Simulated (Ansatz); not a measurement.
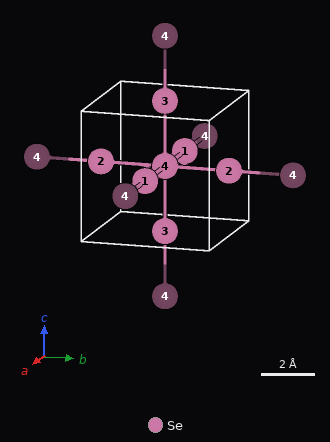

Figure 1. The input geometry (ball-and-stick view of the cell of the calculation, seen slightly off an axis; neighbours outside the cell are drawn fainter; atoms are numbered from 1 in the order of the input). An atom can appear more than once, as a periodic image.

## Band-structure calculation of Se

System: Se (Pm-3m, 4 atoms in the cell).
Method: DFT PBE, scalar-relativistic, plane waves, PAW, no spin polarisation (Ansatz 0.2.0).

The structure was made by a generator, so it may or may not be a known phase. Figures and captions count atoms from 1; the log counts them from 0 in places.

### Log
```
scf.n_extra_bands = 10 over 32 filled bands (N_el = 64.0): the run solves 42 bands
Engine: ansatz 0.2.0, aarch64-unknown-linux-gnu
Pseudopotentials: kind: paw
Pseudopotential: Se, paw, valence charge 16, recommended cutoff 420 eV (normal), Se.paw.azcp
Functional definition: PBE
  parameter kappa = 0.804
  parameter beta = 0.06672455060314922
  exchange = pbe_x(kappa = kappa, mu = beta*pi^2/3)
  correlation = pbe_c(beta = beta)
Crystal: 4 atoms, lattice volume = 135.589 Å³
Basis set: ecut = 420 eV, 2601 PW (Γ), exchange–correlation on 72×72×72 points (8 copies of the dense FFT grid, shifted against one another)
Bands: 42, of which v1, the nominal top of the filled ones, is band 32 counted from 1 (31 counted from 0)
Symmetry: 48 space group operations
Space group: Pm-3m (ITA 221), of the structure as read, at distance tolerance 5.1e-5 Å
k-points: 56 of 1000
Non-local potential: Se, projectors of the file, l = 0: 2, l = 1: 2, l = 2: 3, l = 3: 1
PAW form: soft (Blöchl's): semilocal exchange-correlation on the pseudo side does not see the compensation charge
PAW one-centre angular grid: Se, 590 points (default); XC on 64 Gauss nodes
Initial density: superposition of atomic densities (neutral atoms: chi_scale 0, normalization atom), corrected by the library's trained network
Initial wavefunctions: pseudopotential atomic-orbital guess
Functional: x = pbe(κ = 0.804, μ = 0.2195149727645171), c = pbe(β = 0.06672455060314922)
SCF iter   1: F=—  HF=-21873.301288 eV  |F-HF|=—  |Δ(HF+E_count)|=         —  Δρ=3.46e-3  dr2=1.41e-2  ethr=1.77e-3  ⟨swp⟩=5.5  Hψ=9140  notcnv=0  defer=43
preconditioner: auto → LDOS  [metal: Δε(μ)=0.009 eV  Ē_g=11.358 eV  σ=0.100 eV  W_gap=0.05  n_scr=26 (ndim 8)  ℏωp=15.6 eV  f_vac=0.264  D(μ)=5.59/eV (n_scr^D=32)  β→1.0]
SCF iter   2: F=—  HF=-21873.302571 eV  |F-HF|=—  |Δ(HF+E_count)|=   1.28e-3  Δρ=8.87e-4  dr2=1.52e-3  ethr=2.20e-5  ⟨swp⟩=2.0  Hψ=3757  notcnv=0  defer=141
SCF iter   3: F=—  HF=-21873.302294 eV  |F-HF|=—  |Δ(HF+E_count)|=   2.77e-4  Δρ=3.24e-4  dr2=1.39e-4  ethr=2.37e-6  ⟨swp⟩=2.0  Hψ=4005  notcnv=0  defer=141
SCF iter   4: F=—  HF=-21873.302324 eV  |F-HF|=—  |Δ(HF+E_count)|=   2.96e-5  Δρ=1.66e-4  dr2=4.35e-5  ethr=2.17e-7  ⟨swp⟩=2.0  Hψ=3999  notcnv=0  defer=141
SCF iter   5: F=—  HF=-21873.302177 eV  |F-HF|=—  |Δ(HF+E_count)|=   1.47e-4  Δρ=3.61e-5  dr2=2.49e-6  ethr=6.79e-8  ⟨swp⟩=2.0  Hψ=4010  notcnv=0  defer=141
SCF iter   6: F=-21873.302177 eV  HF=-21873.302177 eV  |F-HF|=3.86e-8  |Δ(HF+E_count)|=   1.94e-7  Δρ=6.26e-6  dr2=6.98e-8  ethr=1.56e-10  ⟨swp⟩=12.1  Hψ=17402  notcnv=0
SCF 1 converged in 6 iterations: F = -21873.302177 eV  dr2 = 6.98e-8
  greatest PAW one-centre occupation: 1.000 electrons in one spin orbital (limit 2), on the Se atom at site 3 (counted from 0), in its partial waves of l = 2
NSCF: frozen V_eff on 86 k-points
NSCF: frozen V_eff on 84 k-points
SCF converged after 6 iterations
Free energy (F): -21873.302177 eV
Harris-Foulkes:  -21873.302177 eV  (|F-HF|=3.86e-8)
Internal energy: -21873.273885 eV  (E = F + TS)
E sigma→0 (E₀):  -21873.288031 eV
Entropy (-TS):   -0.028292 eV (-7.073 meV/atom)
Fermi energy:    3.799373 eV
--- Per-component energies (eV) ---
  E_band       = -1804.814407
  E_kinetic    = 465.686795
  E_local      = -12362.535630  (includes V_loc(G=0)·N_el)
  E_nonlocal   = -2376.648414
  E_hartree    = 5993.277118
  E_xc         = -411.670533
  E_vxc        = -385.709240  (∫ρ·V_xc dr)
  E_paw        = -7649.128413  (= ΣΔE_a)
  E_vpaw       = 867.811955  (= ΣTr[D̂ρ^β])
  E_aug_tail   = -0.002310  (compensation charges beyond the density's cutoff)
  E_ewald      = -5532.252498
  E_smearing   = -0.028292  (= −TS)
  E_closure    = -0.000000  (closes the sum)
  Σ components = -21873.302177   (vs F -21873.302177, Δ=0.00e0)
--- Forces (eV/Å), atoms counted from 1 ---
  atom   1  Se     0.00000000     0.00000000     0.00000000
  atom   2  Se     0.00000000    -0.00000000     0.00000000
  atom   3  Se     0.00000000    -0.00000000     0.00000000
  atom   4  Se     0.00000000     0.00000000    -0.00000000
  max |Σ_I F_I| component: 1.97e-29 eV/Å
--- Stress (GPa, compression-positive) ---
        0.047055      -0.000000       0.000000
        0.000000       0.047055      -0.000000
        0.000000      -0.000000       0.047055
  P = ⅓ Tr σ = 0.0471 GPa (0.471 kbar)
--- Band table (eV; the first three rows and the last of 56) ---
  k-point 0: bands = ["-45.3077", "-45.3077", "-45.3022", "-45.3022", "-45.3022", "-43.6554", "-43.6529", "-43.6529", "-43.5982", "-43.5982", "-43.5982", "-43.5967", "-43.5967", "-43.5967", "-43.4399", "-43.4399", "-43.4399", "-43.4396", "-43.4396", "-43.4389", "-11.8656", "-7.7923", "-7.7923", "-5.8667", "-2.4302", "-2.4302", "-2.4302", "3.4466", "3.4466", "3.4466", "3.4472", "3.4472", "3.4472", "8.8019", "9.3460", "9.3460", "9.3460", "9.6120", "9.6120", "9.6120", "11.2453", "11.2453"]
  k-point 1: bands = ["-45.3077", "-45.3076", "-45.3022", "-45.3022", "-45.3022", "-43.6554", "-43.6530", "-43.6529", "-43.5982", "-43.5982", "-43.5982", "-43.5968", "-43.5968", "-43.5967", "-43.4399", "-43.4399", "-43.4399", "-43.4396", "-43.4396", "-43.4389", "-11.8402", "-7.8594", "-7.7911", "-5.9730", "-2.4178", "-2.4178", "-2.1317", "3.3653", "3.3653", "3.3967", "3.4146", "3.4497", "3.4497", "8.7840", "8.9430", "9.3198", "9.3198", "9.6329", "9.8421", "9.8421", "11.2777", "11.4022"]
  k-point 2: bands = ["-45.3077", "-45.3075", "-45.3022", "-45.3021", "-45.3021", "-43.6553", "-43.6533", "-43.6529", "-43.5982", "-43.5981", "-43.5981", "-43.5969", "-43.5969", "-43.5967", "-43.4399", "-43.4399", "-43.4399", "-43.4396", "-43.4395", "-43.4389", "-11.7703", "-8.0483", "-7.7878", "-6.1742", "-2.3847", "-2.3847", "-1.3671", "3.1638", "3.1638", "3.2731", "3.3332", "3.4568", "3.4568", "7.5221", "9.3055", "9.3069", "9.3069", "9.6901", "10.4146", "10.4146", "11.3573", "11.8505"]
  k-point 55: bands = ["-45.3066", "-45.3066", "-45.3021", "-45.3021", "-45.3021", "-43.6545", "-43.6545", "-43.6545", "-43.5977", "-43.5977", "-43.5977", "-43.5974", "-43.5974", "-43.5974", "-43.4401", "-43.4398", "-43.4398", "-43.4393", "-43.4393", "-43.4393", "-10.6853", "-8.5515", "-8.5515", "-8.5515", "1.2628", "1.2628", "1.2628", "2.3707", "2.3707", "2.3707", "2.6241", "2.6241", "4.2958", "4.6266", "4.6266", "4.6266", "9.1389", "12.8547", "12.8547", "12.8547", "14.0532", "14.0532"]
--- Löwdin populations: 4 sites ---
  site symbol       q [e]
     0     Se     16.0973
     1     Se     16.0973
     2     Se     16.0973
     3     Se     15.5140
  spilling = 0.003032 (of n_electrons = 64.000000)
--- Bader charges: 4 sites ---
  site symbol  charge [e]  shift [e]
     0     Se     -0.0619     0.0001
     1     Se     -0.0619     0.0001
     2     Se     -0.0619     0.0001
     3     Se      0.1856     0.0002
  estimated error of the sums over rays = 8.7e-5 e
```

### File bader_charges.tsv
```
# site	symbol	x_ang	y_ang	z_ang	partial_charge_e	electrons	volume_ang3	relative_density_drop	shared_charge_e	partial_wave_shift_e
# quadrature_error_electrons = 8.7e-5
0	Se	0.0000	2.5687	2.5687	-0.06188	34.06188	35.33	-	-0.06188	0.00005
1	Se	2.5687	0.0000	2.5687	-0.06188	34.06188	35.33	-	-0.06188	0.00005
2	Se	2.5687	2.5687	0.0000	-0.06188	34.06188	35.33	-	-0.06188	0.00005
3	Se	2.5687	2.5687	2.5687	0.18565	33.81435	18.14	-	0.18565	0.00016
```

### File populations.tsv
```
# site	symbol	l	j	q
# orbitals = lowdin
# n_electrons = 64.000000
# spilling = 0.003032
0	Se	0_4S	-	1.955851
0	Se	1_4P	-	4.141534
0	Se	2_3D	-	9.999930
1	Se	0_4S	-	1.955851
1	Se	1_4P	-	4.141534
1	Se	2_3D	-	9.999930
2	Se	0_4S	-	1.955851
2	Se	1_4P	-	4.141534
2	Se	2_3D	-	9.999930
3	Se	0_4S	-	1.859043
3	Se	1_4P	-	3.655107
3	Se	2_3D	-	9.999845
```

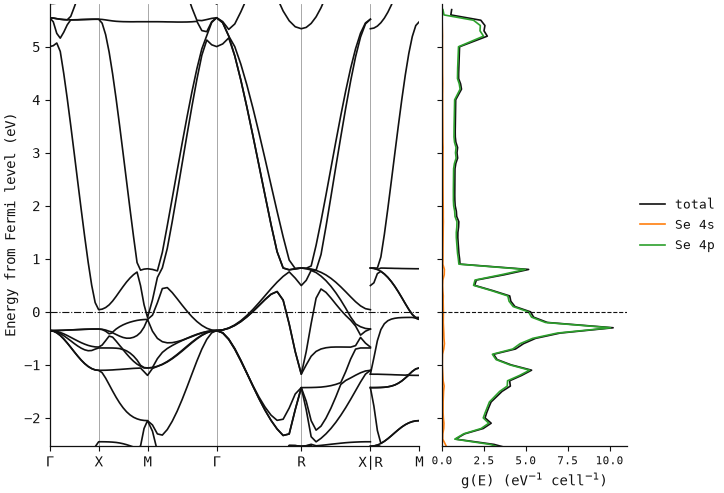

Figure 2. Band structure along Γ–X–M–Γ–R–X|R–M and density of states (projected on Löwdin-orthogonalised atomic shells), with energies from the Fermi level. Bands cross the Fermi level: a metal at this level of theory.

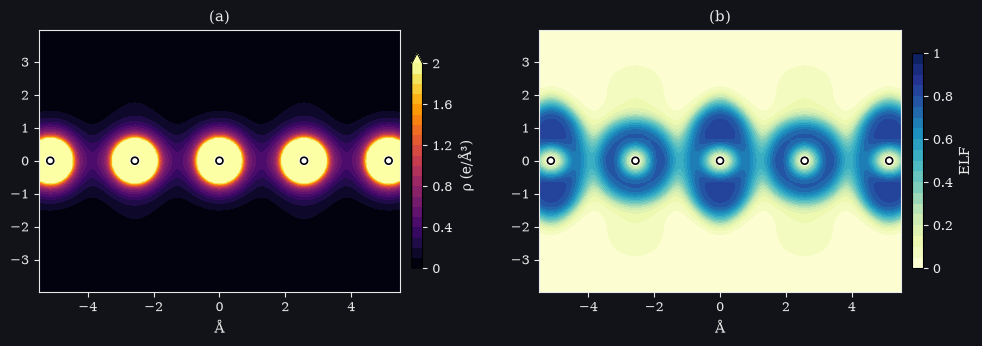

Figure 3. (a) valence electron density; (b) ELF on the (011) plane of the conventional cell. Circles mark the nuclei in the plane (Se). The section cuts through Se sites. Se–Se (2.57 Å): the density is about 0.44 e/Å³ at the midpoint; the ELF peaks at about 0.75 between the atoms. The density dies away to nearly zero in the voids. Core electrons are frozen (PAW), so the fields are smoothed inside the atomic spheres.

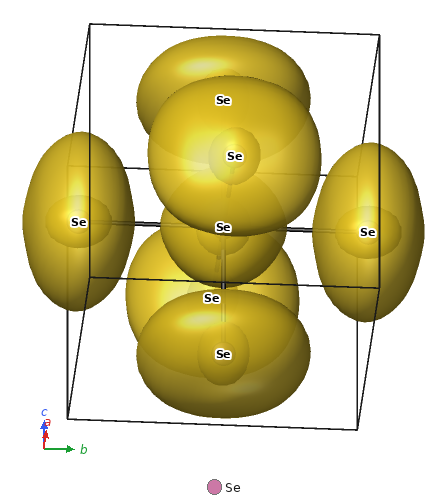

Figure 4. Isosurface of the electron localisation function at 0.6 (yellow), seen at an oblique angle. Only the valence region is drawn (cores and ρ < 0.01 e/Å³ removed). Sticks mark near contacts. The outline is the cell set on symmetry axes. Along the contacts the grid gives the following. Se–Se (2.57 Å): the ELF peaks at about 0.75 between the atoms.

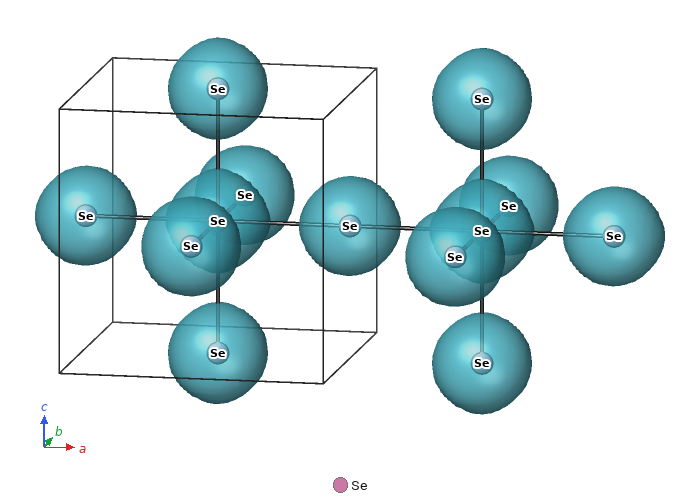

Figure 5. Isosurface of the valence electron density at 0.6 e/Å³ (cyan), seen slightly off an axis. Sticks mark near contacts. The outline is the cell set on symmetry axes. At this value the density breaks into separate islands; it holds about 75 % of the electrons treated as valence. It is pinched off along the Se–Se (2.57 Å) contacts. On the grid the lowest density along these lines, outside the cores, is 0.44 e/Å³ (Se–Se, 2.57 Å).

The run was set up as follows.

### The input
```yaml
crystal:
  lattice:
    - [5.1373800813, 0.0, 0.0]
    - [0.0, 5.1373800813, 0.0]
    - [0.0, 0.0, 5.1373800813]
  atoms:
    - { symbol: Se, position: [0.0, 0.5, 0.5] }
    - { symbol: Se, position: [0.5, 0.0, 0.5] }
    - { symbol: Se, position: [0.5, 0.5, 0.0] }
    - { symbol: Se, position: [0.5, 0.5, 0.5] }
basis:
  ecutwfc: 420
kpoints:
  mp_grid: { grid: [10, 10, 10] }
  band_path:
    path:
      - [[0.0, 0.0, 0.0], [0.0, 0.5, 0.0], [0.5, 0.5, 0.0], [0.0, 0.0, 0.0], [0.5, 0.5, 0.5], [0.0, 0.5, 0.0]]
      - [[0.5, 0.5, 0.5], [0.5, 0.5, 0.0]]
    npoints: 14
hamiltonian:
  xc: pbe
scf:
  occupations: { method: gaussian, width: 0.1 }
  n_extra_bands: 10
output:
  forces: true
  stress: true
  eigenvalues: true
  populations: true
  dos: { projected: true, de: 0.02, nscf_kmesh: { grid: [12, 12, 12] } }
  bader: true
  write_density: true
  write_potential: true
  elf: true
  volumetric_format: npy
```

Command:
```bash
ansatz run input.yaml --threads 1 --pin off --max-ram 2560MiB --backend cpu --events-out ev --progress --plain --runs-dir out
```

### Results in brief

```csv
quantity,value
outcome,converged
space group (tolerance 0.01 Å),Pm-3m (221)
electrons treated,64
free energy,−21873.3022 eV
Fermi energy,3.799 eV
gap on the k-point mesh,none (metallic)
pressure,0.05 GPa
largest force (length of the vector),under 0.001 eV/Å
hardware,"1 thread of Arm Neoverse N1, 60 GiB of memory available, shared host"
wall time,2.2 min
peak memory,0.56 GiB
```
